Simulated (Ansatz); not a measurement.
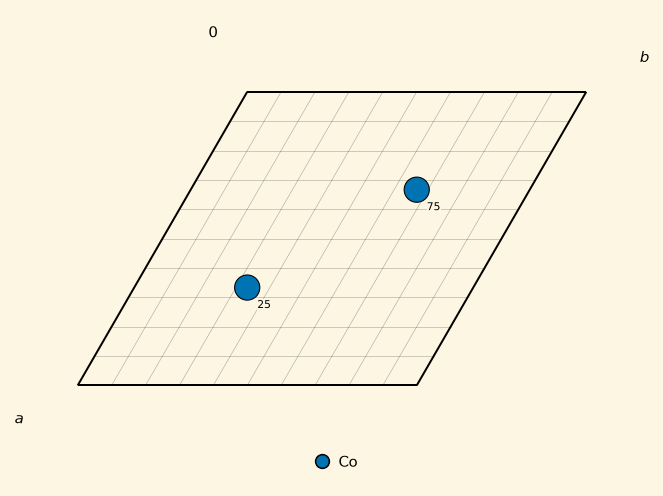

Plan of a unit cell projected along c (a down the page, b across); the numbers are heights in hundredths of c, and atoms on the cell's edges are repeated. The grid marks tenths of a and b. Source: the end point of a relaxation with DFT PBE, scalar-relativistic, plane waves, PAW in Ansatz; the starting structure was generated, so it need not be a known form of this composition. Symmetry computed with spglib at a tolerance of 0.002 Å; standard conventional cell.

a = 2.492 Å, b = 2.492 Å, c = 4.034 Å, α = 90.00°, β = 90.00°, γ = 120.00°.

Q: What does the cell contain?

A: 2 Co: Co, Z = 2.

Q: Which space group?

A: No. 194, P6_3/mmc, primitive hexagonal.

Q: Give the fractional coordinates of all atoms, to two places.

A:
```json
{"atom": "Co", "x": "0.33", "y": "0.67", "z": "0.75"}
{"atom": "Co", "x": "0.67", "y": "0.33", "z": "0.25"}
```
